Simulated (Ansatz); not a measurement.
**NaF: density, localisation and related maps**

Input file:

```
crystal:
  lattice:
    - [0.0, 3.1745417, 5.7423775]
    - [1.6501899, 0.0, 5.7423775]
    - [1.6501899, 3.1745417, 0.0]
  atoms:
    - { symbol: Na, position: [0.183505, 0.183505, 0.816495] }
    - { symbol: Na, position: [0.433505, 0.433505, 0.066495] }
    - { symbol: F, position: [0.816495, 0.816495, 0.183505] }
    - { symbol: F, position: [0.066495, 0.066495, 0.433505] }
basis:
  ecutwfc: 420
kpoints:
  mp_grid: { grid: [8, 8, 8] }
  band_path:
    path:
      - [[0.0, 0.0, 0.0], [-0.5, 0.0, -0.5], [-1.0, -0.5, -0.5], [-0.5, -0.5, 0.0], [0.0, 0.0, 0.0], [0.0, 0.33819863, 0.33819863]]
      - [[-1.0, -0.33819863, -0.33819863], [-1.0, -0.5, -0.5]]
      - [[-0.5, 0.0, -0.5], [-0.5, 0.20309227, -0.29690773]]
      - [[-0.5, -0.20309227, 0.29690773], [-0.5, -0.5, 0.0]]
    npoints: 14
hamiltonian:
  xc: pbe
scf:
  occupations: { method: gaussian, width: 0.02 }
  n_extra_bands: 10
output:
  forces: true
  stress: true
  eigenvalues: true
  populations: true
  dos: { projected: true, de: 0.02, nscf_kmesh: { grid: [12, 12, 12] } }
  bader: true
  write_density: true
  write_potential: true
  elf: true
  volumetric_format: npy
```

Launched as:

```sh
ansatz run input.yaml --threads 1 --pin off --max-ram 3072MiB --backend cpu --events-out ev --progress --plain --runs-dir out
```

Below, planes, directions and counts refer to the conventional cell (a = 3.30 Å, b = 6.35 Å, c = 11.48 Å, α = 90.00°, β = 90.00°, γ = 90.00°).

Space group Fdd2; a structure generated by program, which may or may not match a known phase.

Level of theory: DFT PBE, scalar-relativistic, plane waves, PAW (Ansatz 0.2.0).

Core electrons are frozen (PAW), and the valence fields are smoothed inside the atomic spheres.

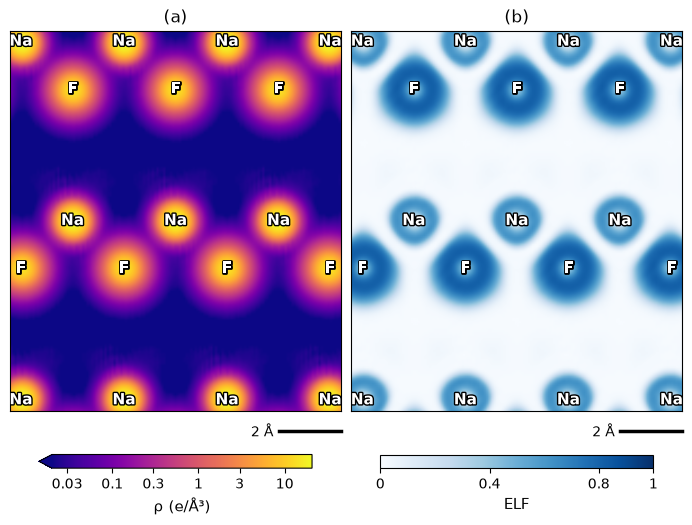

Figure 1. (a) valence charge density (pseudo); (b) ELF on the (010) plane of the conventional cell.

What does the map show?

Answer.
- The plane passes through Na and F nuclei.
- Na–F (2.25 Å): ρ at the midpoint is about 0.18 e/Å³; the ELF peaks at about 0.80 in the valence shell of F, 0.6 Å from its nucleus, and is about 0.05 at the midpoint: a largely ionic contact.
- Between the atoms the lowest density in this plane is 0.006 e/Å³.
- The features right at Na lie inside the PAW spheres, where the map follows smoothed inner orbitals and isn't to be read closely.

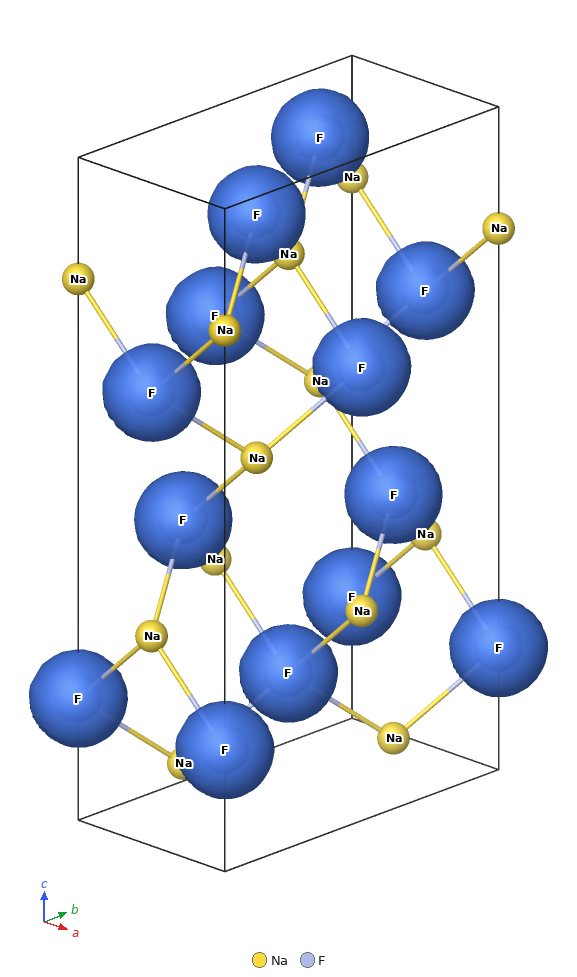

Figure 2. Isosurface of the electron localisation function at 0.75 (blue), seen at an oblique angle. Only the valence region is drawn (cores and ρ < 0.01 e/Å³ removed). Sticks mark near contacts.

Describe the localisation domains.

Answer. The ELF exceeds this value in eight regions wrapped around F (the valence shell of each), counted in one cell of 16 atoms. Regions shared between cells count once. Profiles from the grid: Na–F (2.24 Å): the ELF is about 0.10 at the midpoint: an ionic contact with no shared pair.

Does the calculation make it a metal, or give it a gap?

Answer. It is gapped, with a Kohn–Sham gap of 5.4 eV on the k-point mesh (the band edges may lie off the mesh, which would make the gap smaller).

What Bader charges does the calculation give?

Answer. Electrons move from Na towards F. Bader charges: Na +0.88 and F −0.88 e.
